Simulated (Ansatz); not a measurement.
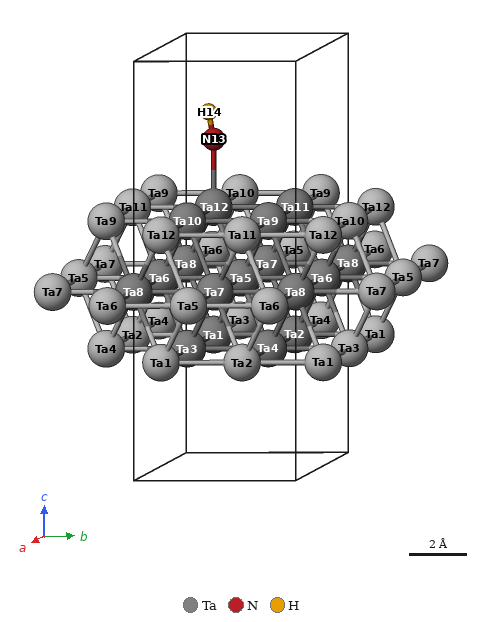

*The starting structure (ball-and-stick view of the cell of the calculation, with the vacuum cut short, seen slightly off an axis; neighbours outside the cell are drawn fainter; atoms are numbered from 1 in the order of the input). An atom can appear more than once, as a periodic image.*

## Run report: Ta12HN, geometry relaxation (part 1 of 3)

- system: Ta12HN (slab, 14 atoms in the cell)
- method: DFT PBE+D3(BJ), scalar-relativistic, plane waves, PAW, no spin polarisation (Ansatz 0.2.0)

The structure derives from an entry of the Crystallography Open Database. The input holds or restrains some coordinates. Forces given for the steps count only the free coordinates. It belongs to a series of runs on one base structure; here: NH put at a top Ta site. Figures and captions count atoms from 1; the log counts them from 0 in places.

Input:
```yaml
crystal:
  lattice:
    - [5.6896945747, 0.0, 0.0]
    - [-1.8965648582, 5.3642954889, 0.0]
    - [0.0, 0.0, 24.6456161668]
  atoms:
    - { symbol: Ta, position: [0.25, 0.25, 0.3448889223] }
    - { symbol: Ta, position: [0.25, 0.75, 0.3448889223] }
    - { symbol: Ta, position: [0.75, 0.25, 0.3448889223] }
    - { symbol: Ta, position: [0.75, 0.75, 0.3448889223] }
    - { symbol: Ta, position: [0.5, 0.5, 0.4373086221] }
    - { symbol: Ta, position: [0.5, 0.0, 0.4373086221] }
    - { symbol: Ta, position: [0.0, 0.5, 0.4373086221] }
    - { symbol: Ta, position: [0.0, 0.0, 0.4373086221] }
    - { symbol: Ta, position: [0.75, 0.75, 0.5295310033] }
    - { symbol: Ta, position: [0.75, 0.25, 0.5295310033] }
    - { symbol: Ta, position: [0.25, 0.75, 0.5295310033] }
    - { symbol: Ta, position: [0.25, 0.25, 0.5295310033] }
    - { symbol: "N", position: [0.25, 0.25, 0.6277229082] }
    - { symbol: H, position: [0.2680765589, 0.225282117, 0.6682980756] }
basis:
  ecutwfc: 420
kpoints:
  mp_grid: { grid: [6, 6, 1] }
hamiltonian:
  xc: pbe
  dispersion: d3bj
scf:
  occupations: { method: gaussian, width: 0.1 }
output:
  forces: true
  eigenvalues: true
  write_density: true
  write_potential: true
  elf: true
  volumetric_format: npy
relax:
  adjacent_minimum: "off"
  f_tol: 0.03
  max_steps: 70
  constraints: [{ sites: [0, 1, 2, 3] }]
efield:
  axis: 3
  dipole_correction: true
  ramp_width: 0.04
```

Hardware: 4 threads of Intel Xeon (Granite Rapids), 32 GiB of memory available, shared host.

Command:
```bash
ansatz run input.yaml --threads 4 --pin off --max-ram 10240MiB --backend cpu --events-out ev --progress --plain --runs-dir out
```

What the program printed:
```
Engine: ansatz 0.2.0, x86_64-unknown-linux-gnu
Pseudopotentials: kind: paw
Pseudopotential: Ta, paw, valence charge 13, recommended cutoff 420 eV (normal), Ta.paw.azcp
Pseudopotential: N, paw, valence charge 5, recommended cutoff 420 eV (normal), N.paw.azcp
Pseudopotential: H, paw, valence charge 1, recommended cutoff 420 eV (normal), H.paw.azcp
Functional definition: PBE
  parameter kappa = 0.804
  parameter beta = 0.06672455060314922
  exchange = pbe_x(kappa = kappa, mu = beta*pi^2/3)
  correlation = pbe_c(beta = beta)
Crystal: 14 atoms, lattice volume = 752.214 Å³
Basis set: ecut = 420 eV, 14687 PW (Γ), exchange–correlation on 80×80×360 points (8 copies of the dense FFT grid, shifted against one another)
Bands: 98, of which v1, the nominal top of the filled ones, is band 81 counted from 1 (80 counted from 0)
Symmetry: 1 space group operations
Space group: P1 (ITA 1), of the structure as read, at distance tolerance 9.1e-5 Å
k-points: 20 of 36 (time reversal used)
Non-local potential: Ta, projectors of the file, l = 0: 3, l = 1: 2, l = 2: 2, l = 3: 1
Non-local potential: N, projectors of the file, l = 0: 2, l = 1: 2, l = 2: 1
Non-local potential: H, projectors of the file, l = 0: 2, l = 1: 1
PAW form: soft (Blöchl's): semilocal exchange-correlation on the pseudo side does not see the compensation charge
PAW one-centre angular grid: Ta, 590 points (default); XC on 64 Gauss nodes
PAW one-centre angular grid: N, 110 points (default); XC on 64 Gauss nodes
PAW one-centre angular grid: H, 110 points (default); XC on 64 Gauss nodes
Initial density: superposition of atomic densities (neutral atoms: chi_scale 0, normalization atom), corrected by the library's trained network
Initial wavefunctions: pseudopotential atomic-orbital guess
Functional: x = pbe(κ = 0.804, μ = 0.2195149727645171), c = pbe(β = 0.06672455060314922)
SCF iter   1: F=—  HF=-119581.811812 eV  |F-HF|=—  |Δ(HF+E_count)|=         —  Δρ=6.78e-3  dr2=5.00e0  ethr=1.77e-3  p=-0.027 e·Å  D=-6.38e-3 V/Å  ΔV_dip=0.16 eV  dr2_dipole=1.23e0  V_vac-E_F(+/−)=4.91/4.76 eV  ⟨swp⟩=10.1  Hψ=9523  notcnv=0
efield: sawtooth ramp at fractional position 0.9866 (placed from the atoms, in the widest stretch of the axis that holds none; the zero of the levels goes with the place), width 0.0400; the density the first Hamiltonian is built on has a dipole p = -0.027 e·Å; the dipole correction subtracts the counter field D = -6.38e-3 V/Å, which shifts the + side's vacuum level by +0.16 eV against the − side's; the planar-averaged density in the ramp window peaks in size at 1.9e-5 e/Å³
preconditioner: auto → LDOS  [metal: Δε(μ)=0.015 eV  Ē_g=4.044 eV  σ=0.100 eV  W_gap=0.08  n_scr=108 (ndim 8)  ℏωp=11.0 eV  f_vac=0.610  D(μ)=12.78/eV (n_scr^D=74)  β→1.0]
SCF iter   2: F=—  HF=-119581.680752 eV  |F-HF|=—  |Δ(HF+E_count)|=   1.31e-1  Δρ=3.05e-3  dr2=7.82e-1  ethr=1.77e-3  p=0.027 e·Å  D=6.48e-3 V/Å  ΔV_dip=-0.16 eV  dr2_dipole=1.59e-1  V_vac-E_F(+/−)=4.59/4.75 eV  ⟨swp⟩=2.6  Hψ=2435  notcnv=0  defer=83
SCF iter   3: F=—  HF=-119581.661700 eV  |F-HF|=—  |Δ(HF+E_count)|=   1.91e-2  Δρ=7.17e-4  dr2=2.45e-2  ethr=4.83e-4  p=0.022 e·Å  D=5.22e-3 V/Å  ΔV_dip=-0.13 eV  dr2_dipole=3.81e-3  V_vac-E_F(+/−)=4.64/4.77 eV  ⟨swp⟩=1.9  Hψ=2363  notcnv=0  defer=118
SCF iter   4: F=—  HF=-119581.660665 eV  |F-HF|=—  |Δ(HF+E_count)|=   1.03e-3  Δρ=2.26e-4  dr2=6.45e-4  ethr=1.51e-5  p=0.024 e·Å  D=5.85e-3 V/Å  ΔV_dip=-0.14 eV  dr2_dipole=8.08e-5  V_vac-E_F(+/−)=4.63/4.77 eV  ⟨swp⟩=2.0  Hψ=2573  notcnv=0  defer=118
SCF iter   5: F=—  HF=-119581.660996 eV  |F-HF|=—  |Δ(HF+E_count)|=   3.31e-4  Δρ=6.72e-5  dr2=5.90e-5  ethr=3.98e-7  p=0.026 e·Å  D=6.24e-3 V/Å  ΔV_dip=-0.15 eV  dr2_dipole=8.04e-6  V_vac-E_F(+/−)=4.63/4.78 eV  ⟨swp⟩=2.5  Hψ=2874  notcnv=0  defer=92
SCF iter   6: F=-119581.661027 eV  HF=-119581.661026 eV  |F-HF|=1.32e-6  |Δ(HF+E_count)|=   2.90e-5  Δρ=2.30e-5  dr2=7.63e-6  ethr=1.39e-8  p=0.026 e·Å  D=6.20e-3 V/Å  ΔV_dip=-0.15 eV  dr2_dipole=1.03e-9  V_vac-E_F(+/−)=4.63/4.78 eV  ⟨swp⟩=26.2  Hψ=22962  notcnv=0
SCF 1 converged in 6 iterations: F = -119581.661027 eV  dr2 = 7.63e-6
  greatest PAW one-centre occupation: 1.000 electrons in one spin orbital (limit 2), on the Ta atom at site 3 (counted from 0), in its partial waves of l = 0
relax step   1: F+E_penalty+E_count = -119581.66102685 eV  Δ(F+E_penalty+E_count) = +0.000e0 eV  max|allowed force component| = 5.160e0 eV/Å  Δτ_max = 0.0000 Å  (6 SCF iters, dr2 threshold 2.25e-5 eV, accepted)
Initial density: handed on by an earlier stage of this run
Initial wavefunctions: those handed on with the density
iter 1 solved again at ethr=6.79e-4 eV; its pass at ethr=3.10e-3 eV (dr2=1.10e0 eV) is discarded
SCF iter   1: F=—  HF=-119583.316755 eV  |F-HF|=—  |Δ(HF+E_count)|=         —  Δρ=7.77e-3  dr2=1.19e0  ethr=6.79e-4  p=0.026 e·Å  D=6.20e-3 V/Å  ΔV_dip=-0.15 eV  dr2_dipole=8.65e-2  V_vac-E_F(+/−)=4.64/4.79 eV  ⟨swp⟩=1.6  Hψ=6457  notcnv=0  defer=117
efield: sawtooth ramp at fractional position 0.9866 (handed on by an earlier solve), width 0.0400; the density the first Hamiltonian is built on has a dipole p = 0.026 e·Å; the dipole correction subtracts the counter field D = 6.20e-3 V/Å, which shifts the + side's vacuum level by -0.15 eV against the − side's; the planar-averaged density in the ramp window peaks in size at 2.3e-6 e/Å³
eigensolver tolerance schedule calibrated: the retry pair's looser diagonalisation under-reported the residual by θ = 0.08 (0.11/decade); ethr = c·dr2/N_el runs at the constant in force after the calibration composes with the one it found (an armed cap, an earlier calibration), c = 7.6e-2
preconditioner: auto → LDOS  [metal: Δε(μ)=0.032 eV  Ē_g=4.092 eV  σ=0.100 eV  W_gap=0.17  n_scr=108 (ndim 8)  ℏωp=11.0 eV  f_vac=0.610  D(μ)=16.77/eV (n_scr^D=98)  β→1.0]
SCF iter   2: F=—  HF=-119583.205356 eV  |F-HF|=—  |Δ(HF+E_count)|=   1.11e-1  Δρ=3.69e-3  dr2=1.63e-1  ethr=5.58e-4  p=0.125 e·Å  D=3.01e-2 V/Å  ΔV_dip=-0.74 eV  dr2_dipole=2.24e-3  V_vac-E_F(+/−)=4.04/4.78 eV  ⟨swp⟩=3.0  Hψ=3959  notcnv=0  defer=117
SCF iter   3: F=—  HF=-119583.166906 eV  |F-HF|=—  |Δ(HF+E_count)|=   3.85e-2  Δρ=8.42e-4  dr2=1.43e-2  ethr=7.63e-5  p=0.078 e·Å  D=1.88e-2 V/Å  ΔV_dip=-0.46 eV  dr2_dipole=8.84e-4  V_vac-E_F(+/−)=4.32/4.78 eV  ⟨swp⟩=3.0  Hψ=3745  notcnv=0  defer=121
SCF iter   4: F=—  HF=-119583.164797 eV  |F-HF|=—  |Δ(HF+E_count)|=   2.11e-3  Δρ=2.31e-4  dr2=1.13e-3  ethr=6.70e-6  p=0.079 e·Å  D=1.90e-2 V/Å  ΔV_dip=-0.47 eV  dr2_dipole=4.77e-5  V_vac-E_F(+/−)=4.31/4.78 eV  ⟨swp⟩=2.1  Hψ=3068  notcnv=0  defer=121
SCF iter   5: F=-119583.164719 eV  HF=-119583.164725 eV  |F-HF|=5.85e-6  |Δ(HF+E_count)|=   7.25e-5  Δρ=7.16e-5  dr2=6.25e-5  ethr=4.70e-8  p=0.081 e·Å  D=1.94e-2 V/Å  ΔV_dip=-0.48 eV  dr2_dipole=1.73e-7  V_vac-E_F(+/−)=4.30/4.78 eV  ⟨swp⟩=26.5  Hψ=23457  notcnv=0
SCF 2 converged in 5 iterations: F = -119583.164719 eV  dr2 = 6.25e-5
relax step   2: F+E_penalty+E_count = -119583.16471906 eV  Δ(F+E_penalty+E_count) = -1.504e0 eV  max|allowed force component| = 3.795e0 eV/Å  Δτ_max = 0.1926 Å  (5 SCF iters, dr2 threshold 1.00e-4 eV, accepted)
[... from here on the SCF iterations and repeated set-up lines of each step are left out, up to the last step ...]
SCF 3 converged in 6 iterations: F = -119583.569388 eV  dr2 = 2.24e-5
relax step   3: F+E_penalty+E_count = -119583.56938784 eV  Δ(F+E_penalty+E_count) = -4.047e-1 eV  max|allowed force component| = 5.452e0 eV/Å  Δτ_max = 0.1948 Å  (6 SCF iters, dr2 threshold 1.00e-4 eV, accepted)
SCF 4 converged in 6 iterations: F = -119583.871623 eV  dr2 = 3.86e-5
relax step   4: F+E_penalty+E_count = -119583.87162334 eV  Δ(F+E_penalty+E_count) = -3.022e-1 eV  max|allowed force component| = 6.519e-1 eV/Å  Δτ_max = 0.1940 Å  (6 SCF iters, dr2 threshold 1.00e-4 eV, accepted)
SCF 5 converged in 6 iterations: F = -119583.891802 eV  dr2 = 2.08e-5
relax step   5: F+E_penalty+E_count = -119583.89180155 eV  Δ(F+E_penalty+E_count) = -2.018e-2 eV  max|allowed force component| = 2.172e-1 eV/Å  Δτ_max = 0.1800 Å  (6 SCF iters, dr2 threshold 2.66e-5 eV, accepted)
SCF 6 converged in 6 iterations: F = -119583.945851 eV  dr2 = 2.55e-6
relax step   6: F+E_penalty+E_count = -119583.94585117 eV  Δ(F+E_penalty+E_count) = -5.405e-2 eV  max|allowed force component| = 3.236e-1 eV/Å  Δτ_max = 0.1947 Å  (6 SCF iters, dr2 threshold 2.95e-6 eV, accepted)
SCF 7 converged in 6 iterations: F = -119584.038590 eV  dr2 = 2.40e-6
relax step   7: F+E_penalty+E_count = -119584.03859026 eV  Δ(F+E_penalty+E_count) = -9.274e-2 eV  max|allowed force component| = 4.647e-1 eV/Å  Δτ_max = 0.1918 Å  (6 SCF iters, dr2 threshold 1.16e-5 eV, accepted)
SCF 8 converged in 5 iterations: F = -119584.191160 eV  dr2 = 1.81e-5
relax step   8: F+E_penalty+E_count = -119584.19115997 eV  Δ(F+E_penalty+E_count) = -1.526e-1 eV  max|allowed force component| = 6.096e-1 eV/Å  Δτ_max = 0.1955 Å  (5 SCF iters, dr2 threshold 1.00e-4 eV, accepted)
SCF 9 converged in 5 iterations: F = -119584.410886 eV  dr2 = 4.01e-5
relax step   9: F+E_penalty+E_count = -119584.41088623 eV  Δ(F+E_penalty+E_count) = -2.197e-1 eV  max|allowed force component| = 7.724e-1 eV/Å  Δτ_max = 0.1957 Å  (5 SCF iters, dr2 threshold 1.00e-4 eV, accepted)
SCF 10 converged in 5 iterations: F = -119584.715245 eV  dr2 = 5.01e-5
relax step  10: F+E_penalty+E_count = -119584.71524531 eV  Δ(F+E_penalty+E_count) = -3.044e-1 eV  max|allowed force component| = 9.795e-1 eV/Å  Δτ_max = 0.1956 Å  (5 SCF iters, dr2 threshold 1.00e-4 eV, accepted)
SCF 11 converged in 5 iterations: F = -119585.096956 eV  dr2 = 3.97e-5
relax step  11: F+E_penalty+E_count = -119585.09695571 eV  Δ(F+E_penalty+E_count) = -3.817e-1 eV  max|allowed force component| = 1.122e0 eV/Å  Δτ_max = 0.1949 Å  (5 SCF iters, dr2 threshold 1.00e-4 eV, accepted)
SCF 12 converged in 5 iterations: F = -119585.457344 eV  dr2 = 2.21e-5
relax step  12: F+E_penalty+E_count = -119585.45734393 eV  Δ(F+E_penalty+E_count) = -3.604e-1 eV  max|allowed force component| = 1.195e0 eV/Å  Δτ_max = 0.1942 Å  (5 SCF iters, dr2 threshold 1.00e-4 eV, accepted)
SCF 13 converged in 6 iterations: F = -119585.761660 eV  dr2 = 7.00e-6
relax step  13: F+E_penalty+E_count = -119585.76166027 eV  Δ(F+E_penalty+E_count) = -3.043e-1 eV  max|allowed force component| = 9.692e-1 eV/Å  Δτ_max = 0.1947 Å  (6 SCF iters, dr2 threshold 1.00e-4 eV, accepted)
SCF 14 converged in 5 iterations: F = -119585.903251 eV  dr2 = 2.07e-5
relax step  14: F+E_penalty+E_count = -119585.90325060 eV  Δ(F+E_penalty+E_count) = -1.416e-1 eV  max|allowed force component| = 8.367e-1 eV/Å  Δτ_max = 0.1908 Å  (5 SCF iters, dr2 threshold 1.00e-4 eV, accepted)
SCF 15 converged in 5 iterations: F = -119585.995111 eV  dr2 = 2.49e-5
relax step  15: F+E_penalty+E_count = -119585.99511128 eV  Δ(F+E_penalty+E_count) = -9.186e-2 eV  max|allowed force component| = 3.836e-1 eV/Å  Δτ_max = 0.1905 Å  (5 SCF iters, dr2 threshold 1.00e-4 eV, accepted)
SCF 16 converged in 5 iterations: F = -119586.028115 eV  dr2 = 9.09e-6
relax step  16: F+E_penalty+E_count = -119586.02811519 eV  Δ(F+E_penalty+E_count) = -3.300e-2 eV  max|allowed force component| = 3.086e-1 eV/Å  Δτ_max = 0.2000 Å  (5 SCF iters, dr2 threshold 3.09e-5 eV, accepted)
SCF 17 converged in 5 iterations: F = -119586.044112 eV  dr2 = 1.46e-5
relax step  17: F+E_penalty+E_count = -119586.04411155 eV  Δ(F+E_penalty+E_count) = -1.600e-2 eV  max|allowed force component| = 2.229e-1 eV/Å  Δτ_max = 0.1930 Å  (5 SCF iters, dr2 threshold 2.00e-5 eV, accepted)
SCF 18 converged in 5 iterations: F = -119586.054337 eV  dr2 = 6.48e-6
relax step  18: F+E_penalty+E_count = -119586.05433670 eV  Δ(F+E_penalty+E_count) = -1.023e-2 eV  max|allowed force component| = 9.541e-2 eV/Å  Δτ_max = 0.1588 Å  (5 SCF iters, dr2 threshold 2.59e-5 eV, accepted)
SCF 19 converged in 6 iterations: F = -119586.059991 eV  dr2 = 6.58e-7
relax step  19: F+E_penalty+E_count = -119586.05999092 eV  Δ(F+E_penalty+E_count) = -5.654e-3 eV  max|allowed force component| = 7.385e-2 eV/Å  Δτ_max = 0.1213 Å  (6 SCF iters, dr2 threshold 1.67e-6 eV, accepted)
SCF 20 converged in 6 iterations: F = -119586.060567 eV  dr2 = 3.84e-7
relax step  20: F+E_penalty+E_count = -119586.06056657 eV  Δ(F+E_penalty+E_count) = -5.756e-4 eV  max|allowed force component| = 5.561e-2 eV/Å  Δτ_max = 0.0586 Å  (6 SCF iters, dr2 threshold 9.99e-7 eV, accepted)
SCF 21 converged in 5 iterations: F = -119586.061058 eV  dr2 = 1.17e-6
```
